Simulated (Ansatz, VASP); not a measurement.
## BiSb: VASP beside Ansatz

Aim: how closely do two programs agree when they are given the same cell, functional and k mesh? The cell is generated by rule, not measured, and may not be a known phase. The cell comes out of the VASP series on this material, whose earlier steps may have relaxed, scaled or displaced it; both programs get it as it stands.

Main program and level: Ansatz 0.2.0; plane waves, with VASP 6.6.1 beside it; band structure at PBE, spin-orbit coupling.

The structure was built from a prototype and need not be the compound's stable phase.

### Step 1. The structure

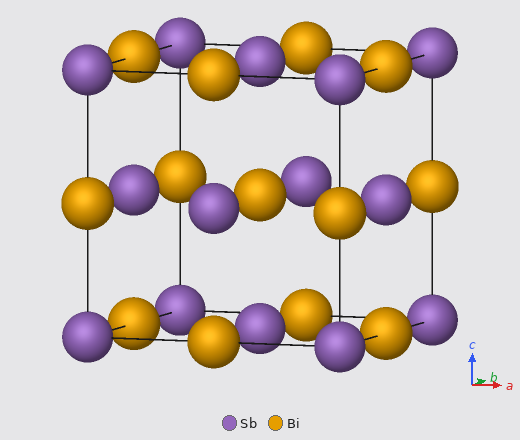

The cell as given, slightly off an axis (antimony purple, bismuth orange). This picture shows the conventional cell, with its axes. Some periodic images of atoms are drawn too.

Coordinates:

```xyz
2
Lattice="0.0000 3.1500 3.1500 3.1500 0.0000 3.1500 3.1500 3.1500 0.0000" Properties=species:S:1:pos:R:3 pbc="T T T"
Sb    0.0000    0.0000    0.0000
Bi    3.1500    3.1500    3.1500
```

### Step 2. VASP: band structure, PBE, spin-orbit coupling

Levels along a path test the potential and the projectors away from the mesh points.

Lines of VASP's logs that name or quote its potential files are left out, and so is its time.

INCAR

```
SYSTEM = BiSb
PREC = Accurate
ENCUT = 400
EDIFF = 1E-06
NELM = 100
ISMEAR = 0
SIGMA = 0.02
LREAL = .FALSE.
ALGO = Normal
GGA = PE
LNONCOLLINEAR = .TRUE.
MAGMOM = 0 0 0 0 0 0
NBANDS = 32
GGA_COMPAT = .FALSE.
LASPH = .TRUE.
LSORBIT = .TRUE.
LORBIT = 11
LWAVE = .FALSE.
LCHARG = .FALSE.
KPAR = 4
ISIF = 2
```

POSCAR

```
BiSb
1.0
    0.0000000000      3.1500000000      3.1500000000
    3.1500000000      0.0000000000      3.1500000000
    3.1500000000      3.1500000000      0.0000000000
Sb Bi
1 1
Direct
    0.0000000000      0.0000000000      0.0000000000
    0.5000000000      0.5000000000      0.5000000000
```

KPOINTS

```
Automatic mesh
0
Gamma
8 8 8
0 0 0
```

KPOINTS_OPT

```
Line mode
16
Line-mode
Reciprocal
  0.00000000   0.00000000   0.00000000 GAMMA
  0.50000000   0.00000000   0.50000000 X

  0.50000000   0.00000000   0.50000000 X
  0.50000000   0.25000000   0.75000000 W

  0.50000000   0.25000000   0.75000000 W
  0.37500000   0.37500000   0.75000000 K

  0.37500000   0.37500000   0.75000000 K
  0.00000000   0.00000000   0.00000000 GAMMA

  0.00000000   0.00000000   0.00000000 GAMMA
  0.50000000   0.50000000   0.50000000 L

  0.50000000   0.50000000   0.50000000 L
  0.62500000   0.25000000   0.62500000 U

  0.62500000   0.25000000   0.62500000 U
  0.50000000   0.25000000   0.75000000 W

  0.50000000   0.25000000   0.75000000 W
  0.50000000   0.50000000   0.50000000 L

  0.50000000   0.50000000   0.50000000 L
  0.37500000   0.37500000   0.75000000 K

  0.62500000   0.25000000   0.62500000 U
  0.50000000   0.00000000   0.50000000 X
```

Potentials, in the order of the species: Sb and Bi_d (PBE family, release 64).

Launch:

```
$ mpirun -np 4 vasp_ncl
```

Numbers of over 12 decimals in the logs are rounded to 6 here.

Output:

```text
[banner, memory and clock lines left out]
running    4 mpi-ranks, on    1 nodes
 distrk:  each k-point on    1 cores,    4 groups
 distr:  one band on    1 cores,    1 groups

 POSCAR found type information on POSCAR SbBi
 POSCAR found :  2 types and       2 ions
 LDA part: xc-table for (Slater+PW92), standard interpolation
 POSCAR, INCAR and KPOINTS ok, starting setup
 FFT: planning ... GRIDC
 FFT: planning ... GRID_SOFT
 FFT: planning ... GRID
 WAVECAR not read
 entering main loop
       N       E                     dE             d eps       ncg     rms          rms(c)
DAV:   1     0.175511323276E+03    0.17551E+03   -0.80610E+03  1872   0.105E+03
DAV:   2     0.787913638945E+01   -0.16763E+03   -0.16295E+03  1984   0.328E+02
DAV:   3    -0.815220936295E+01   -0.16031E+02   -0.15803E+02  2352   0.117E+02
DAV:   4    -0.873743732380E+01   -0.58523E+00   -0.58386E+00  2224   0.250E+01
DAV:   5    -0.876001326742E+01   -0.22576E-01   -0.22574E-01  2664   0.450E+00    0.231E+00
DAV:   6    -0.875250057668E+01    0.75127E-02   -0.32469E-02  2536   0.134E+00    0.136E+00
DAV:   7    -0.875392009388E+01   -0.14195E-02   -0.74584E-03  2488   0.482E-01    0.888E-01
DAV:   8    -0.875466004748E+01   -0.73995E-03   -0.72098E-04  2584   0.192E-01    0.212E-01
DAV:   9    -0.875485964426E+01   -0.19960E-03   -0.28956E-04  2144   0.149E-01    0.329E-02
DAV:  10    -0.875486234469E+01   -0.27004E-05   -0.23677E-05  2184   0.416E-02    0.148E-02
DAV:  11    -0.875486456513E+01   -0.22204E-05   -0.83328E-06  1832   0.169E-02    0.791E-03
DAV:  12    -0.875486504164E+01   -0.47651E-06   -0.67154E-07  1584   0.927E-03
   1 F= -.87548650E+01 E0= -.87546871E+01  d E =-.355849E-03  mag=     0.0000    -0.0000    -0.0000
 Start KPOINTS_OPT (optional k-point list driver)
k-point batch [1-29\160]
       N       E                     dE             ncg
DAV:   1     0.133887411915E+04   -0.98858E+04     1856
DAV:   2    -0.361862941667E+04   -0.49575E+04     1960
DAV:   3    -0.408713788209E+04   -0.46851E+03     2456
DAV:   4    -0.410260127544E+04   -0.15463E+02     2264
DAV:   5    -0.410319124668E+04   -0.58997E+00     2640
DAV:   6    -0.410320821696E+04   -0.16970E-01     2552
DAV:   7    -0.410320854688E+04   -0.32992E-03     2648
DAV:   8    -0.410320855396E+04   -0.70826E-05     2400
DAV:   9    -0.410320855412E+04   -0.16243E-06     1440
[...]
k-point batch [146-160\160]
       N       E                     dE             ncg
DAV:   1     0.764375456436E+04   -0.77259E+04      960
DAV:   2     0.507882377400E+04   -0.25649E+04      960
DAV:   3     0.484741153738E+04   -0.23141E+03     1280
DAV:   4     0.483990683088E+04   -0.75047E+01     1232
DAV:   5     0.483967746429E+04   -0.22937E+00     1344
DAV:   6     0.483966915979E+04   -0.83045E-02     1360
DAV:   7     0.483966904454E+04   -0.11525E-03     1368
DAV:   8     0.483966904084E+04   -0.36978E-05     1240
DAV:   9     0.483966904076E+04   -0.78027E-07      824
```

Parts of OUTCAR (step 2):

```text
ion  position               nearest neighbor table
   1  0.000  0.000  0.000-   2 3.15   2 3.15   2 3.15   2 3.15   2 3.15   2 3.15
   2  0.500  0.500  0.500-   1 3.15   1 3.15   1 3.15   1 3.15   1 3.15   1 3.15

  LATTYP: Found a face centered cubic cell.
 ALAT       =     6.3000000000

 Subroutine GETGRP returns: Found 48 space group operations
 (whereof 48 operations were pure point group operations)

The static configuration has the point symmetry O_h .

 Found     29 irreducible k-points:

   k-points           NKPTS =     29   k-points in BZ     NKDIM =     29   number of bands    NBANDS=     32

   dimension x,y,z NGX =    30 NGY =   30 NGZ =   30
   dimension x,y,z NGXF=    60 NGYF=   60 NGZF=   60

   ENCUT  =  400.0 eV  29.40 Ry    5.42 a.u.   7.26  7.26  7.26*2*pi/ulx,y,z

   NELECT =      20.0000    total number of electrons

 k-points in reciprocal lattice and weights: Automatic mesh
   0.00000000  0.00000000  0.00000000       0.002
   0.12500000  0.00000000  0.00000000       0.016
   0.25000000  0.00000000  0.00000000       0.016
   0.37500000  0.00000000  0.00000000       0.016
   0.50000000  0.00000000  0.00000000       0.008
   0.12500000  0.12500000  0.00000000       0.012
   0.25000000  0.12500000  0.00000000       0.047
   0.37500000  0.12500000  0.00000000       0.047
   0.50000000  0.12500000  0.00000000       0.047
[...]
-0.37500000  0.50000000  0.12500000       0.023
  -0.25000000  0.50000000  0.25000000       0.012

 average (electrostatic) potential at core
       1 -85.5637       2-103.6930

 E-fermi :   6.9809

 k-point     1 :       0.0000    0.0000    0.0000
  band No.  band energies     occupation
    ...
     16       4.6091      1.00000
     17       6.0708      1.00000
     18       6.0708      1.00000
     19       6.0708      1.00000
     20       6.0708      1.00000
     21       9.2546      0.00000
     22       9.2546      0.00000
     23      11.0301      0.00000
     24      11.0301      0.00000
     25      11.0301      0.00000
    ...

 k-point     2 :       0.1250    0.0000    0.0000
  band No.  band energies     occupation
    ...
     16       4.7695      1.00000
     17       6.1079      1.00000
     18       6.1079      1.00000
     19       6.2322      1.00000
     20       6.2322      1.00000
     21       8.7817      0.00000
     22       8.7817      0.00000
     23      10.2886      0.00000
     24      10.2886      0.00000
     25      10.3266      0.00000
    ...

 k-point     3 :       0.2500    0.0000    0.0000
  band No.  band energies     occupation
    ...
     16       5.0632      1.00000
     17       6.2525      1.00000
     18       6.2525      1.00000
     19       6.5227      1.00000
     20       6.5227      1.00000
     21       7.8421      0.00000
     22       7.8421      0.00000
     23       9.1070      0.00000
     24       9.1070      0.00000
     25       9.1311      0.00000
    ...

  Total        1.1986166      1.1986166      1.1986166      0.0000000     -0.0000000      0.0000000
  in kB       30.7205665     30.7205665     30.7205665      0.0000000     -0.0000000      0.0000000
  external PRESSURE =      30.7205665 kB  Pullay stress =       0.0000000 kB

  energy-cutoff  :      400.00
  volume of cell :       62.51
      direct lattice vectors                 reciprocal lattice vectors
     0.000000000  3.150000000  3.150000000    -0.158730159  0.158730159  0.158730159
     3.150000000  0.000000000  3.150000000     0.158730159 -0.158730159  0.158730159
     3.150000000  3.150000000  0.000000000     0.158730159  0.158730159 -0.158730159

 POSITION                                       TOTAL-FORCE (eV/Angst)
 -----------------------------------------------------------------------------------
      0.00000      0.00000      0.00000        -0.000000     -0.000000     -0.000000
      3.15000      3.15000      3.15000         0.000000      0.000000      0.000000
 -----------------------------------------------------------------------------------
    total drift:                                0.000000      0.000000      0.000000

  FREE ENERGIE OF THE ION-ELECTRON SYSTEM (eV)
  ---------------------------------------------------
  free  energy   TOTEN  =        -8.7548650416 eV

  energy  without entropy=       -8.7545091922  energy(sigma->0) =       -8.75468712

 Spin-Orbit-Coupling matrix elements
 Ion:    1  E_soc:     -0.1553898
 Ion:    2  E_soc:     -1.5851736

 total charge
# of ion       s       p       d       tot
------------------------------------------
    1        1.205   1.177   0.027   2.409
    2        1.542   1.302   9.933  12.777
--------------------------------------------------
tot          2.747   2.478   9.960  15.185

 magnetization (x)
# of ion       s       p       d       tot
------------------------------------------
    1       -0.000  -0.000   0.000  -0.000
    2        0.000   0.000  -0.000   0.000
--------------------------------------------------
tot          0.000  -0.000  -0.000   0.000

 magnetization (y)
# of ion       s       p       d       tot
------------------------------------------
    1        0.000  -0.000   0.000   0.000
    2       -0.000   0.000  -0.000  -0.000
--------------------------------------------------
tot          0.000  -0.000  -0.000  -0.000

 magnetization (z)
# of ion       s       p       d       tot
------------------------------------------
    1       -0.000   0.000   0.000  -0.000
    2        0.000  -0.000   0.000   0.000
--------------------------------------------------
tot          0.000  -0.000   0.000   0.000

[... 3 further parts left out ...]
```

The run ends at a pressure of 3.07 GPa.

### Step 3. Ansatz: band structure, PBE, spin-orbit coupling

Ansatz runs on its fully relativistic PAW (standard-fr) files.

The same cell, functional, mesh and smearing now go to Ansatz, which takes its cutoff from its data sets.

input.yaml

```yaml
crystal:
  lattice:
    - [0.0, 3.15, 3.15]
    - [3.15, 0.0, 3.15]
    - [3.15, 3.15, 0.0]
  atoms:
    - { symbol: Sb, position: [0.0, 0.0, 0.0] }
    - { symbol: Bi, position: [0.5, 0.5, 0.5] }
hamiltonian:
  xc: pbe
  pseudopotentials: { kind: paw_fr }
magnetization:
  noncollinear: true
  spin_orbit: true
kpoints:
  mp_grid: { grid: [8, 8, 8] }
  band_path:
    path:
      - [0.0, 0.0, 0.0]
      - [0.16667, 0.0, 0.16667]
      - [0.33333, 0.0, 0.33333]
      - [0.5, 0.0, 0.5]
      - [0.5, 0.08333, 0.58333]
      - [0.5, 0.18333, 0.68333]
      - [0.5, 0.25, 0.75]
      - [0.45, 0.3, 0.75]
      - [0.40833, 0.34167, 0.75]
      - [0.35, 0.35, 0.7]
      - [0.225, 0.225, 0.45]
      - [0.075, 0.075, 0.15]
      - [0.03333, 0.03333, 0.03333]
      - [0.23333, 0.23333, 0.23333]
      - [0.4, 0.4, 0.4]
      - [0.51667, 0.46667, 0.51667]
      - [0.55833, 0.38333, 0.55833]
      - [0.60833, 0.28333, 0.60833]
      - [0.60833, 0.25, 0.64167]
      - [0.55833, 0.25, 0.69167]
      - [0.51667, 0.25, 0.73333]
      - [0.5, 0.3, 0.7]
      - [0.5, 0.38333, 0.61667]
      - [0.5, 0.48333, 0.51667]
      - [0.475, 0.475, 0.55]
      - [0.425, 0.425, 0.65]
      - [0.38333, 0.38333, 0.73333]
      - [0.59167, 0.18333, 0.59167]
      - [0.55, 0.1, 0.55]
      - [0.5, 0.0, 0.5]
    npoints: 1
scf:
  occupations: { method: gaussian, width: 0.02 }
  n_extra_bands: 14
output:
  forces: true
  stress: true
  eigenvalues: true
  write_density: true
  write_potential: true
  elf: true
  volumetric_format: npy
```

Launch:

```
$ ansatz run input.yaml --threads 2 --pin off --max-ram 4608MiB --backend cpu --events-out ev --progress --plain --runs-dir out
```

Output:

```text
scf.n_extra_bands = 14 over 30 filled bands (N_el = 30.0): the run solves 44 bands
Engine: ansatz 0.2.0, aarch64-unknown-linux-gnu
Pseudopotentials: kind: paw_fr
Pseudopotential: Sb, paw_fr, valence charge 15, recommended cutoff 420 eV (normal), Sb.paw.azcp#standard-fr
Pseudopotential: Bi, paw_fr, valence charge 15, recommended cutoff 420 eV (normal), Bi.paw.azcp#standard-fr
Functional definition: PBE
  parameter kappa = 0.804
  parameter beta = 0.066725
  exchange = pbe_x(kappa = kappa, mu = beta*pi^2/3)
  correlation = pbe_c(beta = beta)
non-collinear run that drives no moment, with spin-orbit: no starting moment large enough to seed its density (crystal.atoms[].spin), no starting occupations that ask for one, no magnetisation constraint and no magnetic field, so the semilocal B_xc is pinned to zero
Crystal: 2 atoms, lattice volume = 62.512 Å³
Basis set: ecut = 420 eV, 1243 PW (Γ), exchange–correlation on 60×60×60 points (8 copies of the dense FFT grid, shifted against one another)
Bands: 44, of which v1, the nominal top of the filled ones, is band 30 counted from 1 (29 counted from 0)
Symmetry: 48 space group operations + 48 with time reversal
Magnetic group: BNS 225.117 (UNI 1619), of the structure as read, at distance tolerance 4.0e-5 Å
k-points: 29 of 512
Projection manifold: j_resolved (fully-relativistic pseudo-atomic orbitals)
Non-local potential: Sb, projectors of the file, l = 0: 2, l = 1: 4, l = 2: 4, l = 3: 4
Non-local potential: Bi, projectors of the file, l = 0: 2, l = 1: 4, l = 2: 4, l = 3: 4
PAW form: soft (Blöchl's): semilocal exchange-correlation on the pseudo side does not see the compensation charge
PAW one-centre angular grid: Sb, 590 points (default); XC on 96 Gauss nodes
PAW one-centre angular grid: Bi, 590 points (default); XC on 96 Gauss nodes
Initial density: superposition of atomic densities (chi_scale 0.1, normalization cell, long waves kept (reshape's long-wave potential 0.00 eV rms))
Initial wavefunctions: pseudopotential atomic-orbital guess
Functional: x = pbe(κ = 0.804, μ = 0.219515), c = pbe(β = 0.066725)
SCF iter   1: F=—  HF=-18925.154184 eV  |F-HF|=—  |Δ(HF+E_count)|=         —  Δρ=1.01e-2  dr2=6.32e-2  dr2_m=0.00e0 (ungated)  ethr=3.10e-3  |M|=0.00e0 ∫|m|=0.00e0 μB  |m|>n=0.0e0 m-floor=0.0e0 τ_xc=0.0e0  β_m=0.30  ⟨swp⟩=8.3  Hψ=3347  notcnv=0  defer=44
preconditioner: auto → none  [insulator: Δε(μ)=0.035 eV  Ē_g=11.138 eV  σ=0.020 eV  W_gap=0.71  n_scr=14 (ndim 8)  ℏωp=14.9 eV  f_vac=0.000  D(μ)=1.02/eV (n_scr^D=0)  ε∞_Penn≈2.8]
SCF iter   2: F=—  HF=-18925.154395 eV  |F-HF|=—  |Δ(HF+E_count)|=   2.12e-4  Δρ=6.77e-3  dr2=2.44e-2  dr2_m=0.00e0 (ungated)  ethr=2.11e-4  |M|=0.00e0 ∫|m|=0.00e0 μB  |m|>n=0.0e0 m-floor=0.0e0 τ_xc=0.0e0  β_m=0.52  ⟨swp⟩=2.0  Hψ=847  notcnv=0  defer=222
SCF iter   3: F=—  HF=-18925.159547 eV  |F-HF|=—  |Δ(HF+E_count)|=   5.15e-3  Δρ=2.33e-3  dr2=3.81e-3  dr2_m=0.00e0 (ungated)  ethr=8.12e-5  |M|=0.00e0 ∫|m|=0.00e0 μB  |m|>n=0.0e0 m-floor=0.0e0 τ_xc=0.0e0  β_m=0.49  ⟨swp⟩=2.0  Hψ=1035  notcnv=0  defer=222
SCF iter   4: F=—  HF=-18925.159350 eV  |F-HF|=—  |Δ(HF+E_count)|=   1.97e-4  Δρ=6.55e-4  dr2=1.68e-4  dr2_m=0.00e0 (ungated)  ethr=1.27e-5  |M|=0.00e0 ∫|m|=0.00e0 μB  |m|>n=0.0e0 m-floor=0.0e0 τ_xc=0.0e0  β_m=0.69  ⟨swp⟩=2.0  Hψ=731  notcnv=0  defer=222
SCF iter   5: F=—  HF=-18925.159341 eV  |F-HF|=—  |Δ(HF+E_count)|=   8.80e-6  Δρ=2.52e-4  dr2=3.88e-5  dr2_m=0.00e0 (ungated)  ethr=5.60e-7  |M|=0.00e0 ∫|m|=0.00e0 μB  |m|>n=0.0e0 m-floor=0.0e0 τ_xc=0.0e0  β_m=0.57  ⟨swp⟩=2.0  Hψ=962  notcnv=0  defer=222
SCF iter   6: F=—  HF=-18925.159319 eV  |F-HF|=—  |Δ(HF+E_count)|=   2.26e-5  Δρ=6.54e-5  dr2=2.58e-6  dr2_m=0.00e0 (ungated)  ethr=1.29e-7  |M|=0.00e0 ∫|m|=0.00e0 μB  |m|>n=0.0e0 m-floor=0.0e0 τ_xc=0.0e0  β_m=0.78  ⟨swp⟩=2.6  Hψ=1032  notcnv=0  defer=222
SCF iter   7: F=-18925.159317 eV  HF=-18925.159317 eV  |F-HF|=7.28e-9  |Δ(HF+E_count)|=   1.34e-6  Δρ=6.58e-6  dr2=2.32e-8  dr2_m=0.00e0 (ungated)  ethr=3.33e-10  |M|=0.00e0 ∫|m|=0.00e0 μB  |m|>n=0.0e0 m-floor=0.0e0 τ_xc=0.0e0  ⟨swp⟩=15.6  Hψ=5525  notcnv=0
SCF 1 converged in 7 iterations: F = -18925.159317 eV  dr2 = 2.32e-8
  greatest PAW one-centre occupation: 0.995 electrons in one spin orbital (limit 2), on the Sb atom at site 0 (counted from 0), in its partial waves of l = 2
NSCF: frozen V_eff on 30 k-points
SCF converged after 7 iterations
Magnetization: |M| = 0.0000 μB,  M = (+0.0000, +0.0000, +0.0000) μB
Absolute magnetization: 0.0000 μB (∫|m|)
  site 0: m = (+0.0000, +0.0000, +0.0000) μB, |m| = 0.0000 μB  (R = 1.30 Å)
  site 1: m = (+0.0000, +0.0000, +0.0000) μB, |m| = 0.0000 μB  (R = 1.30 Å)
Free energy (F): -18925.159317 eV
Harris-Foulkes:  -18925.159317 eV  (|F-HF|=7.28e-9)
Internal energy: -18925.159082 eV  (E = F + TS)
E sigma→0 (E₀):  -18925.159200 eV
Entropy (-TS):   -0.000235 eV (-0.118 meV/atom)
Fermi energy:    10.231865 eV
--- Per-component energies (eV) ---
  E_band       = -257.403314
  E_kinetic    = 511.415227
  E_local      = -3065.563092  (includes V_loc(G=0)·N_el)
  E_nonlocal   = 923.642644
  E_hartree    = 1198.224945
  E_xc         = -290.701036
  E_vxc        = -241.436215  (∫ρ·V_xc dr)
  E_paw        = -15283.886122  (= ΣΔE_a)
  E_vpaw       = -781.902859  (= ΣTr[D̂ρ^β])
  E_aug_tail   = -0.000375  (compensation charges beyond the density's cutoff)
  E_ewald      = -2918.291273
  E_smearing   = -0.000235  (= −TS)
  E_closure    = 0.000000  (closes the sum)
  Σ components = -18925.159317   (vs F -18925.159317, Δ=0.00e0)
--- Forces (eV/Å), atoms counted from 1 ---
  atom   1  Sb    -0.00000000    -0.00000000    -0.00000000
  atom   2  Bi     0.00000000    -0.00000000     0.00000000
  max |Σ_I F_I| component: 1.02e-28 eV/Å
--- Stress (GPa, compression-positive) ---
        3.153835       0.000000       0.000000
        0.000000       3.153835      -0.000000
       -0.000000       0.000000       3.153835
  P = ⅓ Tr σ = 3.1538 GPa (31.538 kbar)
--- Band table (eV; the first three rows and the last of 29) ---
  k-point 0: bands = [... 26 lower, 9.3345, 9.3345, 9.3345, 9.3345, 12.3872, 12.3872, 14.2983, 14.2983, ... 10 higher]
  k-point 1: bands = [... 26 lower, 9.3713, 9.3713, 9.4973, 9.4973, 11.9304, 11.9304, 13.5581, 13.5581, ... 10 higher]
  k-point 2: bands = [... 26 lower, 9.5151, 9.5151, 9.7897, 9.7897, 11.0136, 11.0136, 12.3766, 12.3766, ... 10 higher]
  k-point 28: bands = [... 26 lower, 5.9360, 5.9360, 10.4205, 10.4205, 10.6569, 10.6569, 15.6106, 15.6106, ... 10 higher]
```

The job ended after 56 s (2 threads of Arm Neoverse N1, shared host; peak memory 0.55 GiB; 53 s of CPU time).

### Step 4. Differences

Known differences besides the PAW data sets themselves: spin-orbit coupling enters by fully relativistic files in Ansatz and inside the spheres in VASP; the data sets hold 30 valence electrons in Ansatz (fully relativistic PAW (standard-fr) files) and 20 in VASP; the cutoff is 420 eV in Ansatz and 400 eV in VASP. Total energies have different zeros and are not compared.

Both answers:

```tsv
quantity	Ansatz	VASP	difference
pressure (GPa)	3.15	3.07	+0.08
```

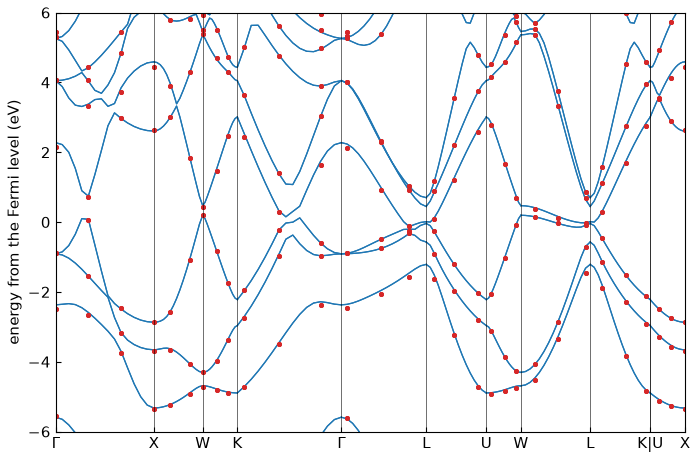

Bands from VASP (lines) and levels from Ansatz (dots). Dots without a line are higher empty bands that the VASP plot leaves out.

Levels from 3 eV below to 2 eV above the Fermi level differ by 44 meV r.m.s. and 125 meV at most; each VASP level is matched to the nearest of Ansatz, which flatters the figure a little. Ansatz's pressure holds a Pulay correction of 0.03 GPa; VASP's holds none.

### Step 5. What came out

| Property | Result |
| --- | --- |
| r.m.s. difference of levels near the Fermi level (band structure, PBE, spin-orbit coupling) | 44 meV |

The r.m.s. difference of levels near the Fermi level is 44 meV (band structure, PBE, spin-orbit coupling), within the 80 meV picked in this series as the mark of a large difference. 1 further run on this material is not shown. Differences of this kind measure data sets and numerical settings, not the functional's error against experiment.

[Lines on the potential files, build, host, timing and source positions are cut from VASP's logs without a mark.]

[Logs are printed without paths, hosts, clocks, repeated set-up lines and the standing remarks that a program may print on its own settings, such as how far it seeks lower states.]

[Hosts, paths, dates, database ids (printed as entryN), source tags and the programs' standing remarks are cut or masked in the printed files.]
